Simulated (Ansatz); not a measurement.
# Co: 5 runs along one coordinate

System: Co (2 atoms in the cell).
Method: DFT, BLYP, plane waves (420 eV) with PAW, scalar-relativistic, spin-polarised (Ansatz 0.2.0).

The 5 runs differ only in the geometry, by an even scaling of the cell at fixed fractional positions.

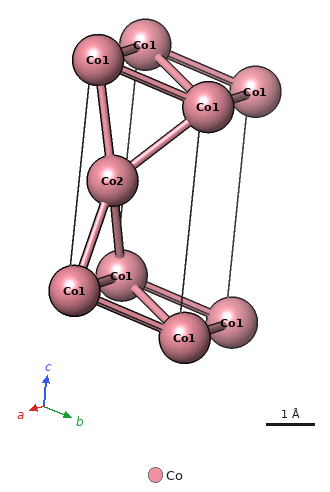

Figure 1. The structure of run 3 (ball-and-stick view of the cell of the calculation, seen slightly off an axis; atoms are numbered from 1 in the order of the input).

**Input of run 3**
```yaml
crystal:
  lattice:
    - [-1.7245215725, 1.4174039528, 1.2640687315]
    - [1.4174039528, -1.7245215725, 1.2640687315]
    - [3.195225965, 3.195225965, -1.8265552144]
  atoms:
    - { symbol: Co, position: [0.9582722527, 0.0417277473, 0.0], spin: 1.692 }
    - { symbol: Co, position: [0.7917277473, 0.2082722527, 0.5], spin: 1.692 }
hamiltonian:
  xc: blyp
  pseudopotentials:
    kind: paw
    azcp:
      Co: "pseudopotentials/Co.paw.azcp"
basis:
  ecutwfc: 420
  fft_grid_basis: typed
kpoints:
  mp_grid: { grid: [18, 18, 9], shift: [0, 0, 0] }
magnetization:
  spin_polarized: true
scf:
  occupations: { method: fermi_dirac, width: 0.05 }
  lower_state_search: "off"
output:
  stress: true
```

Run 4 differs from it as follows:
```diff
-    - [-1.7245215725, 1.4174039528, 1.2640687315]
-    - [1.4174039528, -1.7245215725, 1.2640687315]
-    - [3.195225965, 3.195225965, -1.8265552144]
+    - [-1.7463532771, 1.4353476799, 1.2800713003]
+    - [1.4353476799, -1.7463532771, 1.2800713003]
+    - [3.2356761574, 3.2356761574, -1.8496786212]
```

**Results, with one run withheld**

```csv
run,volume per atom (Å³),"free energy per atom, from the lowest run given (meV)",pressure (GPa)
1,10.446,38.00,19.02
2,10.901,0.00,8.21
3,11.809,0.45,−7.10
4,12.263,?,?
5,12.717,68.27,−16.05
```

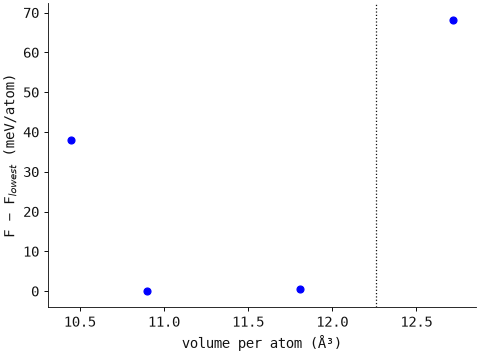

Figure 2. Free energy per atom of the runs given; the dotted line marks run 4.

What should run 4 give?

A quadratic polynomial in V^(−2/3) (the Birch–Murnaghan form), fitted to the 4 runs given, misses them by at most 0.80 meV per atom. With x = V^(−2/3) − 0.19726 Å⁻², it reads F = −9.9866 − 557.16 x + 3.7653e+05 x² (meV per atom). At run 4 it gives 27.10 meV per atom, and the run itself gives 28.09. The slope of the fit gives a pressure −dF/dV of −12.28 GPa there, and the run prints −12.15 GPa. The two needn't agree exactly: the fit is approximate, and the printed stress is taken on a finite basis. The fit has its minimum at 11.350 Å³ per atom, where V d²F/dV² gives 185 GPa. Cell shape and fractional positions are held, so this is the stiffness under even scaling; the relaxed bulk modulus wasn't computed. So low a polynomial doesn't follow these energies more closely.

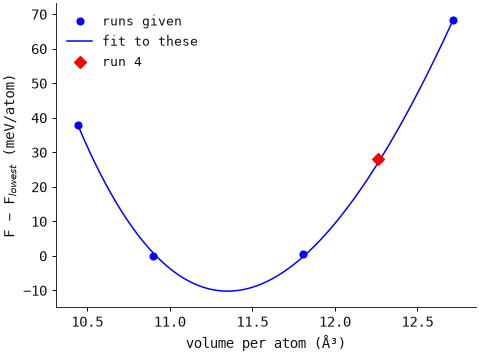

Figure 3. The fit and the withheld run.

**Output, shortened to warnings, some set-up lines, iterations and results (run 4)**
```
Warning: 4 symmetry operations that the atoms keep within the bar at which the run's group was sought (crystal.symmetry.tolerance 1.0e-5, or twice it) were not taken beside the 4 unitary ones that the detection took (of a slab, those that keep its plane). If the more symmetric cell is meant, write the vectors of crystal.lattice to more decimals, or, with the positions in fractional coordinates, …
Basis set: ecut = 420 eV, 465 PW (Γ), exchange–correlation on 36×36×72 points (8 copies of the dense FFT grid, shifted against one another)
Symmetry: 4 space group operations
k-points: 775 of 2916
Initial density: superposition of atomic densities (chi_scale 0.1, normalization cell)
[...]
SCF iter   1: F=—  HF=-10268.312973 eV  |F-HF|=—  |Δ(HF+E_count)|=         —  Δρ=4.08e-2 (↑4.08e-2 ↓3.17e-2)  dr2=6.19e-2  dr2_m=2.84e-1  M=3.202 μB ∫|m|=3.312 μB  β_m=1.00  …
SCF iter   2: F=—  HF=-10268.302493 eV  |F-HF|=—  |Δ(HF+E_count)|=   1.05e-2  Δρ=1.29e-2 (↑8.67e-3 ↓1.29e-2)  dr2=1.35e-2  dr2_m=1.95e-2  M=3.203 μB ∫|m|=3.453 μB  β_m=1.00  …
SCF iter   3: F=—  HF=-10268.344824 eV  |F-HF|=—  |Δ(HF+E_count)|=   4.23e-2  Δρ=5.94e-3 (↑4.02e-3 ↓5.94e-3)  dr2=5.83e-3  dr2_m=2.50e-3  M=3.216 μB ∫|m|=3.506 μB  β_m=1.00  …
SCF iter   4: F=—  HF=-10268.385878 eV  |F-HF|=—  |Δ(HF+E_count)|=   4.11e-2  Δρ=2.59e-3 (↑2.59e-3 ↓1.36e-3)  dr2=2.58e-4  dr2_m=8.53e-4  M=3.230 μB ∫|m|=3.538 μB  β_m=1.00  …
SCF iter   5: F=—  HF=-10268.414085 eV  |F-HF|=—  |Δ(HF+E_count)|=   2.82e-2  Δρ=1.90e-3 (↑1.90e-3 ↓1.20e-3)  dr2=7.30e-5  dr2_m=5.25e-4  M=3.243 μB ∫|m|=3.561 μB  β_m=1.00  …
SCF iter   6: F=—  HF=-10268.429964 eV  |F-HF|=—  |Δ(HF+E_count)|=   1.59e-2  Δρ=1.25e-3 (↑1.25e-3 ↓1.19e-3)  dr2=3.64e-6  dr2_m=3.32e-4  M=3.255 μB ∫|m|=3.579 μB  β_m=1.00  …
SCF iter   7: F=—  HF=-10268.439078 eV  |F-HF|=—  |Δ(HF+E_count)|=   9.11e-3  Δρ=1.06e-3 (↑9.96e-4 ↓1.06e-3)  dr2=4.88e-6  dr2_m=2.35e-4  M=3.265 μB ∫|m|=3.594 μB  β_m=0.30  …
SCF iter   8: F=—  HF=-10268.445067 eV  |F-HF|=—  |Δ(HF+E_count)|=   5.99e-3  Δρ=1.47e-3 (↑1.46e-3 ↓1.47e-3)  dr2=3.62e-6  dr2_m=4.79e-4  M=3.273 μB ∫|m|=3.605 μB  β_m=0.63  …
SCF iter   9: F=—  HF=-10268.451638 eV  |F-HF|=—  |Δ(HF+E_count)|=   6.57e-3  Δρ=1.87e-3 (↑1.28e-3 ↓1.87e-3)  dr2=5.53e-5  dr2_m=5.57e-4  M=3.304 μB ∫|m|=3.646 μB  β_m=0.82  …
SCF iter  10: F=—  HF=-10268.452237 eV  |F-HF|=—  |Δ(HF+E_count)|=   5.98e-4  Δρ=2.32e-3 (↑1.97e-3 ↓2.32e-3)  dr2=2.46e-3  dr2_m=1.00e-5  M=3.309 μB ∫|m|=3.655 μB  β_m=0.53  …
SCF iter  11: F=—  HF=-10268.451732 eV  |F-HF|=—  |Δ(HF+E_count)|=   5.05e-4  Δρ=8.39e-5 (↑7.56e-5 ↓8.39e-5)  dr2=3.72e-8  dr2_m=1.40e-6  M=3.312 μB ∫|m|=3.658 μB  β_m=0.67  …
SCF iter  12: F=—  HF=-10268.451734 eV  |F-HF|=—  |Δ(HF+E_count)|=   1.57e-6  Δρ=3.37e-5 (↑3.19e-5 ↓3.37e-5)  dr2=1.51e-7  dr2_m=1.83e-7  M=3.311 μB ∫|m|=3.658 μB  β_m=0.83  …
SCF iter  13: F=-10268.451734 eV  HF=-10268.451734 eV  |F-HF|=3.82e-9  |Δ(HF+E_count)|=   1.20e-7  Δρ=3.48e-6 (↑2.81e-6 ↓3.48e-6)  dr2=4.16e-9  dr2_m=3.21e-10  M=3.311 μB …
SCF 1 converged in 13 iterations: F = -10268.451734 eV  dr2 = 4.16e-9
SCF converged after 13 iterations
Magnetization: 3.3113 μB (18.6556 up, 15.3444 down)
Absolute magnetization: 3.6584 μB (∫|ρ↑−ρ↓|, with the PAW one-centre terms)
Spin contamination: 0.0643 ħ² per cell (⟨S²⟩ above its minimum at these occupations)
Per-site moments (μB) at R_I (Å): [(1.7342100842643788, 1.0638515066511824), (1.7342100842643788, 1.0638515066511824)]
Free energy (F): -10268.451734 eV
Harris-Foulkes:  -10268.451734 eV  (|F-HF|=3.82e-9)
Internal energy: -10268.433325 eV  (E = F + TS)
E sigma→0 (E₀):  -10268.442529 eV
Entropy (-TS):   -0.018408 eV (-9.204 meV/atom)
Fermi energy:    16.541865 eV
--- Per-component energies (eV) ---
  E_band       = -552.989799
  E_kinetic    = 902.327632
  E_local      = -6020.788874  (includes V_loc(G=0)·N_el)
  E_nonlocal   = 908.641978
  E_hartree    = 2518.551985
  E_xc         = -312.578742
  E_vxc        = -401.845761  (∫ρ·V_xc dr)
  E_paw        = -3052.703327  (= ΣΔE_a)
  E_vpaw       = -978.435188  (= ΣTr[D̂ρ^β])
  E_aug_tail   = 0.000125  (compensation charges beyond the density's cutoff)
  E_ewald      = -5211.898282
  E_core_change = 0.014181  (= ΣΔE_core)
  E_smearing   = -0.018408  (= −TS)
  E_closure    = 0.000000  (closes the sum)
  Σ components = -10268.451734   (vs F -10268.451734, Δ=0.00e0)
--- Stress (GPa, compression-positive) ---
      -12.167537      -0.079025      -0.014903
       -0.079025     -12.167537      -0.014903
       -0.014903      -0.014903     -12.117913
  P = ⅓ Tr σ = -12.1510 GPa (-121.510 kbar)
```

The program warns: near-symmetries of the structure were not used.
